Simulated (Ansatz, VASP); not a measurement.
# HfO2: VASP beside Ansatz

Aim: how closely do two programs agree when they are given the same cell, functional and k mesh? The cell is taken from a series of runs on this material, whose earlier steps may have relaxed or scaled it; both programs get it as it stands.

Calculated with Ansatz 0.2.0; plane waves, with VASP 6.6.1 beside it; single point at LDA and single point at LDA, spin-orbit coupling.

**1. The starting structure**

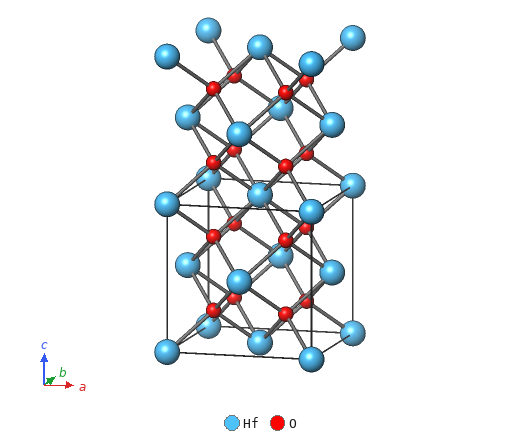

The starting structure, seen slightly off an axis (hafnium blue, oxygen red). 1×1×2 cells are drawn. This picture shows the conventional cell, with its axes. Some periodic images of atoms are drawn too.

As a file:

```
Hf O
1.0
     0.00000    2.55750    2.55750
     2.55750    0.00000    2.55750
     2.55750    2.55750    0.00000
Hf O
1 2
Direct
  0.00000 0.00000 0.00000
  0.25000 0.25000 0.25000
  0.75000 0.75000 0.75000
```

**2. VASP: single point, LDA**

A single point gives forces, pressure and levels at one fixed geometry, so differences don't come from the geometry; what else differs is listed under the comparison.

Lines of VASP's logs that name or quote its potential files are left out, and so is its time.

File INCAR:

```
SYSTEM = HfO2
PREC = Accurate
ENCUT = 520
EDIFF = 1E-06
NELM = 100
ISMEAR = 0
SIGMA = 0.02
LREAL = .FALSE.
ALGO = Normal
GGA = PW92
NBANDS = 17
LASPH = .TRUE.
LORBIT = 11
LWAVE = .FALSE.
LCHARG = .FALSE.
KPAR = 2
ISIF = 2
```

File POSCAR:

```
HfO2
1.0
    0.0000000000      2.5575000000      2.5575000000
    2.5575000000      0.0000000000      2.5575000000
    2.5575000000      2.5575000000      0.0000000000
Hf O
1 2
Direct
    0.0000000000      0.0000000000      0.0000000000
    0.2500000000      0.2500000000      0.2500000000
    0.7500000000      0.7500000000      0.7500000000
```

File KPOINTS:

```
Automatic mesh
0
Gamma
10 10 10
0 0 0
```

The projector-augmented-wave data sets are Hf_pv and O (LDA family, release 64).

The run is started by

```
mpirun -np 2 vasp_std
```

Numbers of over 12 decimals in the logs are rounded to 6 here.

Output:

```text
[banner, memory and clock lines left out]
running    2 mpi-ranks, on    1 nodes
 distrk:  each k-point on    1 cores,    2 groups
 distr:  one band on    1 cores,    1 groups

 POSCAR found type information on POSCAR HfO
 POSCAR found :  2 types and       3 ions
|                                                                             |
|               ----> ADVICE to this user running VASP <----                  |
|                                                                             |
|     You enforced a specific xc type in the INCAR file but a different       |
|     [... a line on the potential file left out ...]
|     I HOPE YOU KNOW WHAT YOU ARE DOING!                                     |
|                                                                             |

 LDA part: xc-table for (Slater(with rela. corr.)+PW92), standard interpolation
 POSCAR, INCAR and KPOINTS ok, starting setup
 FFT: planning ... GRIDC
 FFT: planning ... GRID_SOFT
 FFT: planning ... GRID
 WAVECAR not read
 entering main loop
       N       E                     dE             d eps       ncg     rms          rms(c)
DAV:   1     0.909673792958E+02    0.90967E+02   -0.12701E+04  1598   0.127E+03
DAV:   2    -0.349012676622E+02   -0.12587E+03   -0.12308E+03  2109   0.298E+02
DAV:   3    -0.386226356427E+02   -0.37214E+01   -0.37117E+01  1827   0.470E+01
DAV:   4    -0.386434986333E+02   -0.20863E-01   -0.20860E-01  2101   0.396E+00
DAV:   5    -0.386436390776E+02   -0.14044E-03   -0.14044E-03  1914   0.292E-01    0.467E+01
DAV:   6    -0.331803211534E+02    0.54633E+01   -0.23536E+01  1662   0.334E+01    0.416E+01
DAV:   7    -0.330024453491E+02    0.17788E+00   -0.84845E-01  1819   0.747E+00    0.291E+01
DAV:   8    -0.329451292945E+02    0.57316E-01   -0.35095E-01  1628   0.530E+00    0.884E+00
DAV:   9    -0.329209984545E+02    0.24131E-01   -0.64272E-02  1648   0.221E+00    0.245E+00
DAV:  10    -0.329206956054E+02    0.30285E-03   -0.26692E-03  2040   0.387E-01    0.744E-02
DAV:  11    -0.329206774210E+02    0.18184E-04   -0.14335E-04  1779   0.934E-02    0.750E-02
DAV:  12    -0.329206784340E+02   -0.10130E-05   -0.94282E-06  2100   0.232E-02    0.280E-02
DAV:  13    -0.329206784582E+02   -0.24261E-07   -0.21230E-07   960   0.432E-03
   1 F= -.32920678E+02 E0= -.32920678E+02  d E =-.754876E-28
```

From OUTCAR (step 2):

```text
ion  position               nearest neighbor table
   1  0.000  0.000  0.000-   3 2.21   3 2.21   3 2.21   2 2.21   3 2.21   2 2.21   2 2.21   2 2.21

  LATTYP: Found a face centered cubic cell.
 ALAT       =     5.1150000000

 Subroutine GETGRP returns: Found 48 space group operations
 (whereof 48 operations were pure point group operations)

The static configuration has the point symmetry O_h .

 Found     47 irreducible k-points:

   k-points           NKPTS =     47   k-points in BZ     NKDIM =     47   number of bands    NBANDS=     17

   dimension x,y,z NGX =    28 NGY =   28 NGZ =   28
   dimension x,y,z NGXF=    56 NGYF=   56 NGZF=   56

   ENCUT  =  520.0 eV  38.22 Ry    6.18 a.u.   6.72  6.72  6.72*2*pi/ulx,y,z

   NELECT =      22.0000    total number of electrons

 k-points in reciprocal lattice and weights: Automatic mesh
   0.00000000  0.00000000  0.00000000       0.001
   0.10000000  0.00000000  0.00000000       0.008
   0.20000000  0.00000000  0.00000000       0.008
   0.30000000  0.00000000  0.00000000       0.008
   0.40000000  0.00000000  0.00000000       0.008
   0.50000000  0.00000000  0.00000000       0.004
   0.10000000  0.10000000  0.00000000       0.006
   0.20000000  0.10000000  0.00000000       0.024
   0.30000000  0.10000000  0.00000000       0.024
[...]
-0.30000000  0.40000000  0.20000000       0.024
  -0.30000000  0.50000000  0.20000000       0.012

 average (electrostatic) potential at core
       1 -38.1107       2 -70.8670       3 -70.8670

 E-fermi :   3.9679

 k-point     1 :       0.0000    0.0000    0.0000
  band No.  band energies     occupation
    ...
      7      -1.4231      2.00000
      8      -1.4231      2.00000
      9       3.2212      2.00000
     10       3.2212      2.00000
     11       3.2212      2.00000
     12       7.4431      0.00000
     13       7.4431      0.00000
     14       9.3056      0.00000
     15      13.8548      0.00000
     16      13.8548      0.00000
    ...

 k-point     2 :       0.1000    0.0000    0.0000
  band No.  band energies     occupation
    ...
      7      -1.3277      2.00000
      8      -1.1575      2.00000
      9       2.9123      2.00000
     10       3.0297      2.00000
     11       3.0297      2.00000
     12       7.6374      0.00000
     13       7.6374      0.00000
     14       9.7202      0.00000
     15      13.3892      0.00000
     16      13.6830      0.00000
    ...

 k-point     3 :       0.2000    0.0000    0.0000
  band No.  band energies     occupation
    ...
      7      -1.0730      2.00000
      8      -0.4791      2.00000
      9       2.2267      2.00000
     10       2.6219      2.00000
     11       2.6219      2.00000
     12       8.0092      0.00000
     13       8.0092      0.00000
     14      10.4622      0.00000
     15      12.6590      0.00000
     16      13.3155      0.00000
    ...

  Total       -4.0817422     -4.0817422     -4.0817422     -0.0000000      0.0000000      0.0000000
  in kB     -195.4696050   -195.4696050   -195.4696050     -0.0000000      0.0000000      0.0000000
  external PRESSURE =    -195.4696050 kB  Pullay stress =       0.0000000 kB

  energy-cutoff  :      520.00
  volume of cell :       33.46
      direct lattice vectors                 reciprocal lattice vectors
     0.000000000  2.557500000  2.557500000    -0.195503421  0.195503421  0.195503421
     2.557500000  0.000000000  2.557500000     0.195503421 -0.195503421  0.195503421
     2.557500000  2.557500000  0.000000000     0.195503421  0.195503421 -0.195503421

 POSITION                                       TOTAL-FORCE (eV/Angst)
 -----------------------------------------------------------------------------------
      0.00000      0.00000      0.00000        -0.000000     -0.000000     -0.000000
      1.27875      1.27875      1.27875        -0.000000     -0.000000     -0.000000
      3.83625      3.83625      3.83625         0.000000      0.000000      0.000000
 -----------------------------------------------------------------------------------
    total drift:                                0.000000      0.000000      0.000000

  FREE ENERGIE OF THE ION-ELECTRON SYSTEM (eV)
  ---------------------------------------------------
  free  energy   TOTEN  =       -32.9206784582 eV

  energy  without entropy=      -32.9206784582  energy(sigma->0) =      -32.92067846

 total charge
# of ion       s       p       d       tot
------------------------------------------
    1        0.290   6.553   1.352   8.196
    2        1.548   3.512   0.000   5.060
    3        1.548   3.512   0.000   5.060
--------------------------------------------------
tot          3.386  13.578   1.352  18.317

[... 3 further parts left out ...]
```

The run ends at a pressure of -19.55 GPa.

**3. Ansatz: single point, LDA**

Ansatz runs on its default PAW (the set named soft_2) files.

The same cell, functional (in two slightly different forms), mesh and smearing now go to Ansatz, which takes its cutoff from its data sets.

File input.yaml:

```yaml
crystal:
  lattice:
    - [0.0, 2.5575, 2.5575]
    - [2.5575, 0.0, 2.5575]
    - [2.5575, 2.5575, 0.0]
  atoms:
    - { symbol: Hf, position: [0.0, 0.0, 0.0] }
    - { symbol: O, position: [0.25, 0.25, 0.25] }
    - { symbol: O, position: [0.75, 0.75, 0.75] }
hamiltonian:
  xc: lda
  pseudopotentials: { kind: paw }
kpoints:
  mp_grid: { grid: [10, 10, 10] }
scf:
  occupations: { method: gaussian, width: 0.02 }
  n_extra_bands: 4
output:
  forces: true
  stress: true
  eigenvalues: true
```

The run is started by

```
ansatz run input.yaml --threads 2 --pin off --max-ram 4608MiB --backend cpu --events-out ev --progress --plain --runs-dir out
```

Output:

```text
scf.n_extra_bands = 4 over 19 filled bands (N_el = 38.0): the run solves 23 bands
Engine: ansatz 0.2.0, x86_64-unknown-linux-gnu
Pseudopotentials: kind: paw
Pseudopotential: Hf, paw, valence charge 26, recommended cutoff 420 eV (normal), Hf.paw.azcp
Pseudopotential: O, paw, valence charge 6, recommended cutoff 420 eV (normal), O.paw.azcp
Functional definition: SPW92
  exchange = slater_x
  correlation = pw_c
Crystal: 3 atoms, lattice volume = 33.456 Å³
Basis set: ecut = 420 eV, 645 PW (Γ)
Bands: 23, of which v1, the nominal top of the filled ones, is band 19 counted from 1 (18 counted from 0)
Symmetry: 48 space group operations
Space group: Fm-3m (ITA 225), of the structure as read, at distance tolerance 3.2e-5 Å
k-points: 47 of 1000
Non-local potential: Hf, projectors of the file, l = 0: 3, l = 1: 2, l = 2: 2, l = 3: 3
Non-local potential: O, projectors of the file, l = 0: 2, l = 1: 2, l = 2: 1
PAW form: soft (Blöchl's): semilocal exchange-correlation on the pseudo side does not see the compensation charge
PAW frozen core: Hf, regenerated for the run's functional, and the local potential with it (the file was generated under x = pbe(κ = 0.804, μ = 0.219515), c = pbe(β = 0.066725))
PAW frozen core: O, regenerated for the run's functional, and the local potential with it (the file was generated under x = pbe(κ = 0.804, μ = 0.219515), c = pbe(β = 0.066725))
PAW one-centre angular grid: Hf, 590 points (default); XC on 64 Gauss nodes
PAW one-centre angular grid: O, 110 points (default); XC on 64 Gauss nodes
Initial density: superposition of atomic densities (neutral atoms: chi_scale 0, normalization atom), corrected by the library's trained network
Initial wavefunctions: pseudopotential atomic-orbital guess
Functional: x = slater, c = lda
SCF iter   1: F=—  HF=-16592.892580 eV  |F-HF|=—  |Δ(HF+E_count)|=         —  Δρ=1.87e-2  dr2=1.05e-1  ethr=1.77e-3  ⟨swp⟩=5.0  Hψ=4024  notcnv=0
preconditioner: auto → none  [insulator: Δε(μ)=3.268 eV  Ē_g=17.938 eV  σ=0.020 eV  W_gap=1.00  n_scr=14 (ndim 8)  ℏωp=38.5 eV  f_vac=0.066  D(μ)=0.00/eV (n_scr^D=0)  ε∞_Penn≈5.6]
SCF iter   2: F=—  HF=-16592.879849 eV  |F-HF|=—  |Δ(HF+E_count)|=   1.27e-2  Δρ=1.40e-2  dr2=4.93e-2  ethr=2.77e-4  ⟨swp⟩=2.0  Hψ=2341  notcnv=0
SCF iter   3: F=—  HF=-16592.866297 eV  |F-HF|=—  |Δ(HF+E_count)|=   1.36e-2  Δρ=2.36e-3  dr2=6.90e-4  ethr=1.30e-4  ⟨swp⟩=2.0  Hψ=1905  notcnv=0
SCF iter   4: F=—  HF=-16592.866114 eV  |F-HF|=—  |Δ(HF+E_count)|=   1.83e-4  Δρ=4.63e-4  dr2=2.61e-5  ethr=1.81e-6  ⟨swp⟩=2.8  Hψ=2120  notcnv=0
SCF iter   5: F=—  HF=-16592.866083 eV  |F-HF|=—  |Δ(HF+E_count)|=   3.04e-5  Δρ=1.16e-4  dr2=2.22e-6  ethr=6.86e-8  ⟨swp⟩=2.0  Hψ=1803  notcnv=0
SCF iter   6: F=—  HF=-16592.866083 eV  |F-HF|=—  |Δ(HF+E_count)|=   3.79e-7  Δρ=3.07e-5  dr2=3.14e-7  ethr=5.85e-9  ⟨swp⟩=2.0  Hψ=1963  notcnv=0
SCF iter   7: F=-16592.866083 eV  HF=-16592.866083 eV  |F-HF|=4.16e-9  |Δ(HF+E_count)|=   1.40e-7  Δρ=5.40e-6  dr2=6.72e-9  ethr=2.63e-10  ⟨swp⟩=4.4  Hψ=4013  notcnv=0
SCF 1 converged in 7 iterations: F = -16592.866083 eV  dr2 = 6.72e-9
  greatest PAW one-centre occupation: 0.999 electrons in one spin orbital (limit 2), on the Hf atom at site 0 (counted from 0), in its partial waves of l = 3
SCF converged after 7 iterations
Free energy (F): -16592.866083 eV
Harris-Foulkes:  -16592.866083 eV  (|F-HF|=4.16e-9)
Internal energy: -16592.866083 eV  (E = F + TS)
E sigma→0 (E₀):  -16592.866083 eV
Fermi energy:    16.873451 eV
--- Per-component energies (eV) ---
  E_band       = 17.734113
  E_kinetic    = 766.608782
  E_local      = -5825.096123  (includes V_loc(G=0)·N_el)
  E_nonlocal   = -1132.343868
  E_hartree    = 2657.129230
  E_xc         = -441.573207
  E_vxc        = -451.876772  (∫ρ·V_xc dr)
  E_paw        = -6978.139867  (= ΣΔE_a)
  E_vpaw       = 1346.173391  (= ΣTr[D̂ρ^β])
  E_aug_tail   = 0.005043  (compensation charges beyond the density's cutoff)
  E_ewald      = -5642.107159
  E_core_change = 2.651086  (= ΣΔE_core)
  E_smearing   = -0.000000  (= −TS)
  E_closure    = -0.000000  (closes the sum)
  Σ components = -16592.866083   (vs F -16592.866083, Δ=0.00e0)
--- Forces (eV/Å), atoms counted from 1 ---
  atom   1  Hf    -0.00000000     0.00000000     0.00000000
  atom   2  O      0.00000000    -0.00000000    -0.00000000
  atom   3  O     -0.00000000     0.00000000    -0.00000000
  max |Σ_I F_I| component: 2.31e-18 eV/Å
--- Stress (GPa, compression-positive) ---
      -16.546488       0.000000       0.000000
        0.000000     -16.546488       0.000000
       -0.000000       0.000000     -16.546488
  P = ⅓ Tr σ = -16.5465 GPa (-165.465 kbar)
--- Band table (eV; the first three rows and the last of 47) ---
  k-point 0: bands = [... 15 lower, 9.8335, 14.5082, 14.5082, 14.5082, 18.7493, 18.7493, 20.5270, 25.1617]
  k-point 1: bands = [... 15 lower, 10.1075, 14.1970, 14.3159, 14.3159, 18.9424, 18.9424, 20.9423, 24.6930]
  k-point 2: bands = [... 15 lower, 10.8023, 13.5015, 13.9048, 13.9048, 19.3116, 19.3116, 21.6954, 23.9522]
  k-point 46: bands = [... 15 lower, 12.2770, 12.8561, 13.6834, 14.9388, 19.4940, 20.0803, 21.7335, 22.1314]
```

The run ends at a pressure of -16.55 GPa.

**4. Differences**

Known differences besides the PAW data sets themselves: the data sets hold 38 valence electrons in Ansatz (default PAW (the set named soft_2) files) and 22 in VASP; the cutoff is 420 eV in Ansatz and 520 eV in VASP; Ansatz makes its cores anew for this functional, VASP keeps those of its LDA data sets. Total energies have different zeros and are not compared.

Compared:

| quantity | Ansatz | VASP | difference |
| --- | --- | --- | --- |
| pressure (GPa) | -16.55 | -19.55 | +3.00 |
| gap on the k mesh (eV) | 3.505 | 3.527 | -0.022 |

Ansatz's pressure holds a Pulay correction of 1.13 GPa; VASP's holds none.

**5. Further runs**

The difference is large enough to ask for its cause, so further runs change the set-up of one program at a time, as the table lists.

| run | difference in pressure (GPa) |
| --- | --- |
| as above | 3.0 |
| VASP with GGA = CA, the Perdew-Zunger form of LDA | 2.8 |
| VASP with the data sets Hf_sv_GW and O_GW, a cutoff of 670 eV and GGA = CA, the Perdew-Zunger form of LDA | 0.65 |
| VASP with the data sets Hf_pv and O_h, a cutoff of 1230 eV and GGA = CA, the Perdew-Zunger form of LDA | 3.0 |

(Part 1 of 2 ends here.)

[Lines on the potential files, build, host, timing and source positions are cut from VASP's logs without a mark.]

[Logs are printed without paths, hosts, clocks, repeated set-up lines and the standing remarks that a program may print on its own settings, such as how far it seeks lower states.]

[Hosts, paths, dates, database ids (printed as entryN), source tags and the programs' standing remarks are cut or masked in the printed files.]
